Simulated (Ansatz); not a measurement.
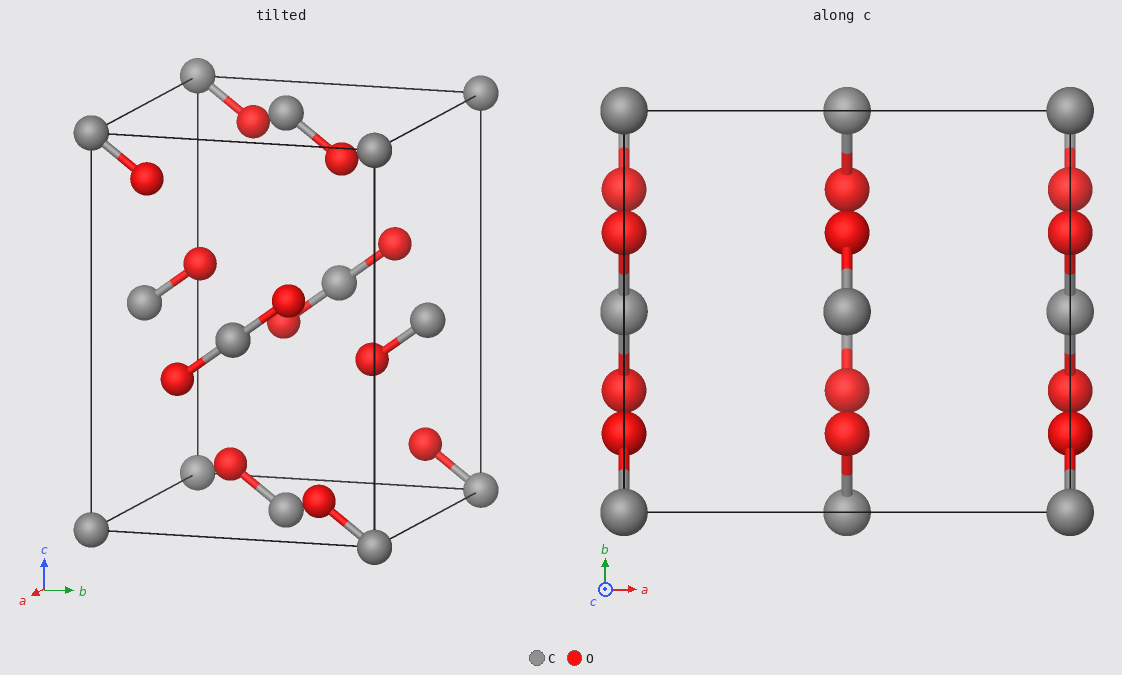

Ball-and-stick drawing of the structure, looking slightly off an axis and along the c axis. Thin lines show the conventional unit cell, with boundary atoms drawn in all their periodic places.

CO2, space group Cmce (No. 64), a = 5.286 Å, b = 4.760 Å, c = 6.427 Å, α = 90.00°, β = 90.00°, γ = 90.00°. The model was built from a structure listed in the Materials Project. Earlier steps of the study, as a rule a relaxation of our own, may have changed the cell and positions, so they can lie some per cent off the listed ones. An electronic-structure calculation with Ansatz was run on it.

This one geometry was computed with Ansatz (DFT, plane waves, PAW) at six levels of theory: PBE, PBE0, r2SCAN, HSE06, r2SCANh and dielectric-dependent PBE0 (fraction 1/eps_inf of PBE).

Which level gives the highest pressure at this volume, and what does that say about its equilibrium volume?

Answer. Highest: PBE (4.9 GPa), which points to the largest equilibrium volume. Lowest, with the smallest volume: dielectric-dependent PBE0 (fraction 1/eps_inf of PBE) (-4.8 GPa). Levels within 0.5 GPa of each other can't be told apart.

How does the band gap change with the level of theory?

Answer. PBE: a gap of 6.70 eV, indirect; r2SCAN: a gap of 7.31 eV, indirect; r2SCANh: a gap of 8.21 eV, indirect; HSE06: a gap of 8.44 eV, indirect; PBE0: a gap of 9.22 eV, indirect; dielectric-dependent PBE0 (fraction 1/eps_inf of PBE): a gap of 11.67 eV, indirect.

Collect the results in a table.

Answer.
| level | cutoff (eV) | k-mesh of the run's cell | gap (eV) | pressure (GPa) |
| --- | --- | --- | --- | --- |
| PBE | 420 | 8×8×4 | 6.70 | 4.9 |
| PBE0 | 420 | 4×4×2 | 9.22 | -0.2 |
| r2SCAN | 500 | 8×8×4 | 7.31 | 0.6 |
| HSE06 | 420 | 4×4×2 | 8.44 | -0.2 |
| r2SCANh | 500 | 4×4×2 | 8.21 | -0.9 |
| dielectric-dependent PBE0 (fraction 1/eps_inf of PBE) | 420 | 4×4×2 | 11.67 | -4.8 |

Gaps are taken on the k-mesh or band path of each run.
